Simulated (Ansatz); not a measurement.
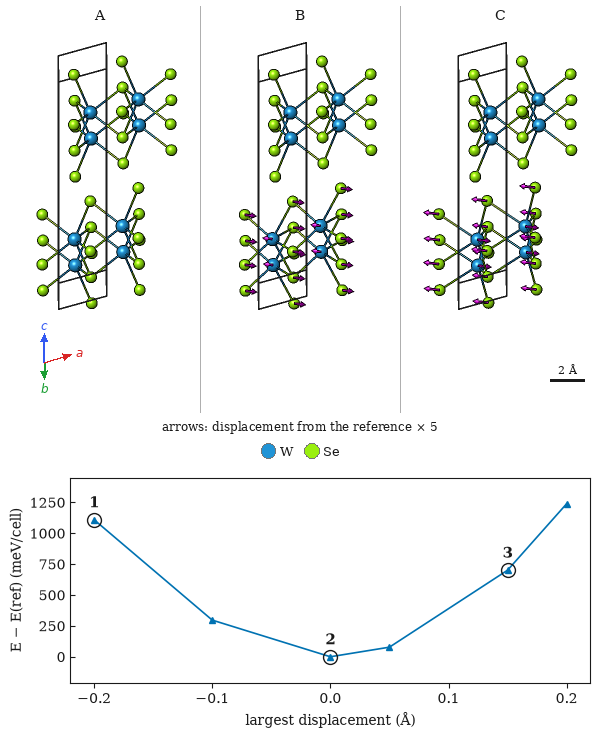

A scan of crystalline WSe2 (P6_3/mmc): a normal mode at the zone centre (one arbitrary combination within a set of 4 degenerate modes) is frozen in with the cell fixed, the amplitude being the largest displacement of an atom. The frames are shuffled; the numbered points of the plot belong to them. The picture is a ball-and-stick view of the cell of the calculation, repeated 2 × 2 × 1 with one cell outlined, seen from a free direction. Purple arrows: displacements from the reference.

The calculation used DFT PBE, scalar-relativistic, plane waves, PAW (Ansatz 0.2.0). Settings: plane-wave cutoff 420 eV; k-point mesh 12 × 12 × 2; occupations gaussian; smearing width 0.05 eV; no spin polarisation. Energies (free energies at the smearing named) are counted from the relaxed crystal.

Match the frames to the points.

Point 1 is frame C (the amplitude −0.20 Å, 1110 meV/cell); 2 is frame A (the amplitude 0.00 Å, 0 meV/cell); 3 is frame B (the amplitude 0.15 Å, 701 meV/cell). The harmonic wavenumber of the mode is 239 cm⁻¹, a stable vibration. The lowest computed point lies at the amplitude 0.00 Å (0 meV/cell). The end points stand at 1110 meV/cell (−0.20 Å) and 1239 meV/cell (0.20 Å). The well is nearly symmetric. At the highest point the shortest interatomic distance is 2.29 Å, against 2.55 Å in the reference.

Limits of the set-up: layers or molecules are held without a dispersion correction, so their spacing is unreliable.
